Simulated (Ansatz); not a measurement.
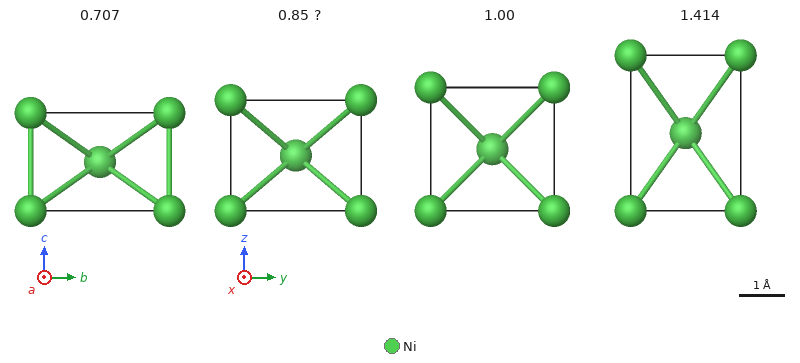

A scan of a crystal of Ni (Im-3m): the ratio of the cell's length along z to its lengths across, counted as 1 for the reference, is changed at fixed volume (a tetragonal or Bain path), with the atoms kept at their fractional coordinates. x, y and z are the Cartesian axes of the input. A ball-and-stick model of the conventional cell (2 times the calculation's cell), seen along the a axis. Lengths and directions refer to the drawn axes.

Theory: DFT PBEsol, scalar-relativistic, plane waves, PAW in Ansatz. Settings: plane-wave cutoff 420 eV; k-point mesh 34 × 34 × 34; occupations gaussian; smearing width 0.15 eV; collinear spin. Energies (free energies at the smearing named) are counted from the relaxed crystal.

```csv
axial ratio over its reference value,ΔE (meV/atom)
0.707,208
0.780,28
0.850,?
1.000,0
1.200,−54
1.414,−106
```

One row is withheld. What is its energy?

A straight line between the two neighbours gives 19 meV/atom. A cubic through the four nearest rows (0.707, 0.780, 1.000, 1.200) gives, with Lagrange weights, (−0.3485)(208) + (1.1130)(28) + (0.2718)(0) + (−0.0363)(−54) = −39 meV/atom. The calculation gives −17 meV/atom, so the cubic is 22 meV/atom too low and the straight line 36 meV/atom too high, as the curve bends upwards here. The cubic misses by much of the step between rows, so the curve changes faster here than four points can follow.

The whole profile:

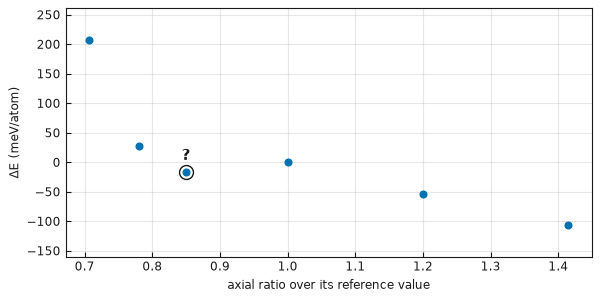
